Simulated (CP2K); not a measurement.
## Energy of BiS along an even scaling of the cell

System: BiS (R-3m, 2 atoms in the cell).
Method: Kohn-Sham DFT of a periodic cell, PBE, GTH-PBE with UZH-TZVP basis, no spin polarisation (CP2K 2026.2).

The 6 runs differ only in the geometry, by an even scaling of the cell at fixed fractional positions. The structure was made by swapping elements on the sites of another compound; it need not be a known phase.

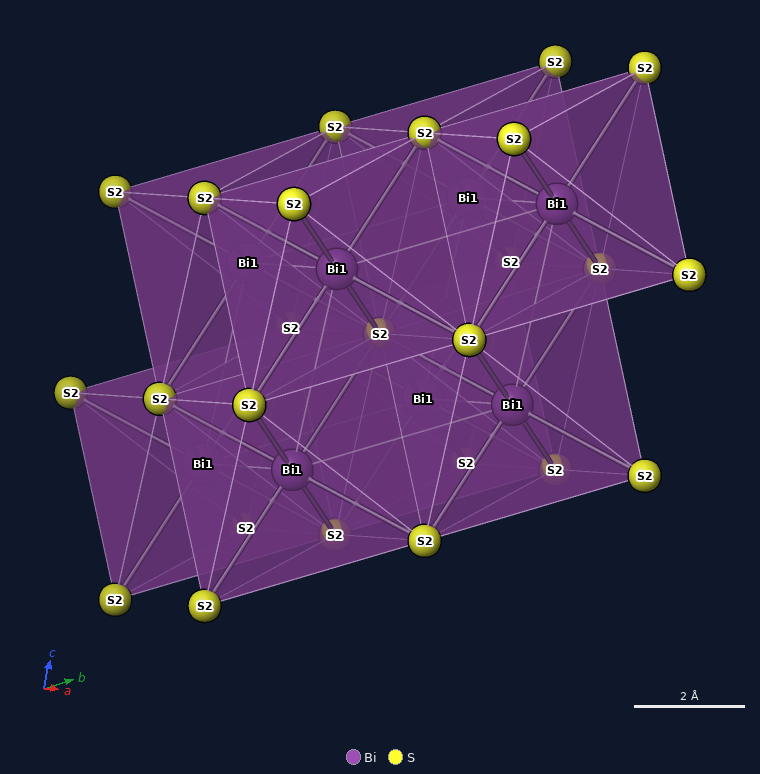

Figure 1. The structure of run 4 (polyhedral view of the reduced cell, seen at an oblique angle; polyhedra are completed across the faces of the cell; atoms are numbered from 1 in the order of the input).

**Input of run 4**
```
&GLOBAL
  PROJECT bis_eos
  RUN_TYPE ENERGY_FORCE
  PRINT_LEVEL LOW
&END GLOBAL
&FORCE_EVAL
  METHOD QS
  STRESS_TENSOR ANALYTICAL
  &DFT
    BASIS_SET_FILE_NAME BASIS_MOLOPT_UZH
    POTENTIAL_FILE_NAME POTENTIAL_UZH
    WFN_RESTART_FILE_NAME previous-RESTART.kp
    &MGRID
      CUTOFF 450
      REL_CUTOFF 60
      NGRIDS 5
    &END MGRID
    &QS
      METHOD GPW
      EPS_DEFAULT 1.0E-10
    &END QS
    &KPOINTS
      SCHEME MONKHORST-PACK 8 8 8
      GAMMA_CENTERED T
      SYMMETRY T
      SYMMETRY_BACKEND SPGLIB
    &END KPOINTS
    &SCF
      SCF_GUESS RESTART
      EPS_SCF 1.0E-6
      MAX_SCF 100
      ADDED_MOS 10
      CHOLESKY OFF
      EPS_EIGVAL 1.0E-7
      &DIAGONALIZATION ON
        ALGORITHM STANDARD
      &END DIAGONALIZATION
      &MIXING ON
        METHOD BROYDEN_MIXING
        ALPHA 0.4
        BETA 1.5
        NBUFFER 8
      &END MIXING
      &SMEAR ON
        METHOD FERMI_DIRAC
        ELECTRONIC_TEMPERATURE [K] 580.226
      &END SMEAR
    &END SCF
    &XC
      &XC_FUNCTIONAL PBE
      &END XC_FUNCTIONAL
    &END XC
    &PRINT
      &KPOINTS ON
      &END KPOINTS
      &MULLIKEN ON
      &END MULLIKEN
      &MO ON
        ENERGIES T
        OCCUPATION_NUMBERS T
        &EACH
          QS_SCF 0
        &END EACH
        ADD_LAST NUMERIC
      &END MO
    &END PRINT
  &END DFT
  &SUBSYS
    &CELL
      A 4.2926816216 0.0000000000 0.0000000000
      B 2.1922938834 3.6906588887 0.0000000000
      C 2.1922938886 1.2476545085 3.4733731808
      PERIODIC XYZ
    &END CELL
    &COORD
      SCALED
      Bi  0.0000000000 0.0000000000 0.0000000000
      S   0.5000000000 0.5000000000 0.5000000000
    &END COORD
    &KIND Bi
      BASIS_SET TZVP-MOLOPT-PBE-GTH-q5
      POTENTIAL GTH-PBE-q5
    &END KIND
    &KIND S
      BASIS_SET TZVP-MOLOPT-PBE-GTH-q6
      POTENTIAL GTH-PBE-q6
    &END KIND
    &PRINT
      &ATOMIC_COORDINATES ON
      &END ATOMIC_COORDINATES
      &CELL ON
      &END CELL
    &END PRINT
  &END SUBSYS
  &PRINT
    &FORCES ON
    &END FORCES
    &STRESS_TENSOR ON
    &END STRESS_TENSOR
  &END PRINT
&END FORCE_EVAL
```

Command:
```bash
OMP_NUM_THREADS=1 cp2k.psmp -i bis_eos.inp -o bis_eos.out
```

Lattice vectors (Å) and fractional positions of run 4:
```
   4.292682    0.000000    0.000000
   2.192294    3.690659    0.000000
   2.192294    1.247655    3.473373
Bi  0.000000  0.000000  0.000000
S   0.500000  0.500000  0.500000
```

Run 5 differs from it as follows:
```diff
-      A 4.2926816216 0.0000000000 0.0000000000
-      B 2.1922938834 3.6906588887 0.0000000000
-      C 2.1922938886 1.2476545085 3.4733731808
+      A 4.3205569587 0.0000000000 0.0000000000
+      B 2.2065299569 3.7146248776 0.0000000000
+      C 2.2065299621 1.2557563882 3.4959281841
```

**Results, with one run withheld**

```tsv
run	volume per atom (Å³)	free energy per atom, from the lowest run given (meV)	pressure (GPa)
1	25.356	13.16	3.45
2	25.896	4.16	1.93
3	26.435	0.00	0.57
4	27.514	4.24	−1.74
5	28.054	?	?
6	28.593	22.49	−3.60
```

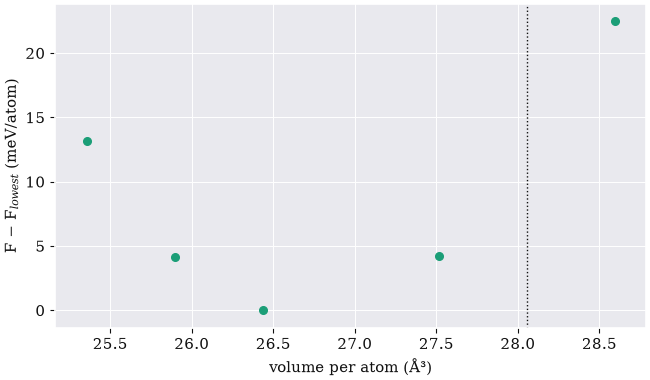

Figure 2. Free energy per atom of the runs given; the dotted line marks run 5.

What should run 5 give?

A cubic polynomial in V^(−2/3) (the Birch–Murnaghan form), fitted to the 5 runs given, misses them by under 0.01 meV per atom. With x = V^(−2/3) − 0.11189 Å⁻², it reads F = −0.41836 − 197 x + 9.0401e+05 x² + 1.4241e+06 x³ (meV per atom). At run 5 it gives 11.81 meV per atom, and the run itself gives 11.80. The slope of the fit gives a pressure −dF/dV of −2.73 GPa there, and the run prints −2.73 GPa. The fit has its minimum at 26.680 Å³ per atom, where V d²F/dV² gives 60.6 GPa. Cell shape and fractional positions are held, so this is the stiffness under even scaling; the relaxed bulk modulus wasn't computed.

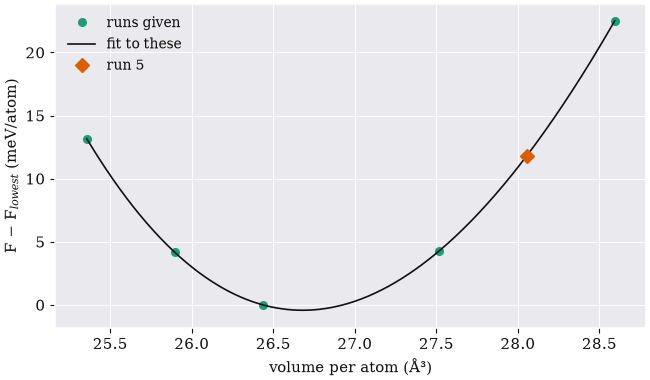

Figure 3. The fit and the withheld run.

**Some lines of the output (run 5)**
```
[...]
 CELL| Volume [angstrom^3]:                                            56.107020
 CELL_REF| Volume [angstrom^3]:                                        56.107020
                        Smear method:                                FERMI_DIRAC
  Step     Update method      Time    Convergence         Total energy    Change
  Fermi energy:                                                 0.18445526452025
  Total energy:                                               -15.70354282548669
  Total energy (extrapolated to T->0):                        -15.70329817532876
 MO| E(Fermi):            0.184455 a.u.          5.019283 eV
```

Notes: Spin–orbit coupling is left out, which matters for Bi. The cell holds an odd number of electrons but the run has no spin polarisation, so it comes out as a metal.
